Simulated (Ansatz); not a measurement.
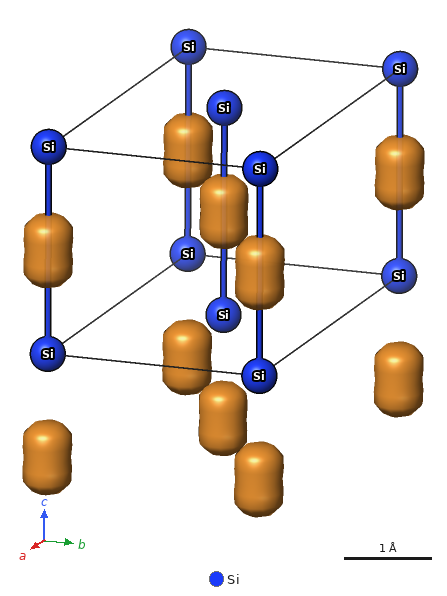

Figure 1: Si. Isosurface of the electron localisation function at 0.85 (orange), seen slightly off an axis. Core shells and regions of very low density are left out. Sticks mark near contacts.

Space group C2/m; a structure from a database of computed crystals, not necessarily the ambient phase; changed on purpose from its base cell (strain +0.0125 x Voigt [0, 0, 0, 1, 0, 0], atoms carried along).

All numbers below come from Ansatz 0.2.0, DFT LDA, scalar-relativistic, plane waves, PAW.

In a PAW calculation such maps are meaningful between the atoms, not at the nuclei.

What do the ELF domains correspond to?

Answer. The surface consists of two regions between bonded Si–Si atoms, counted in one cell of 2 atoms. Any copies at cell faces, edges or corners count once. Along the contacts the grid gives the following. Si–Si (2.47 Å): the ELF peaks at about 0.90 between the atoms.

Does the calculation make it a metal, or give it a gap?

Answer. It is metallic or semimetallic at this level of theory: no gap opens.
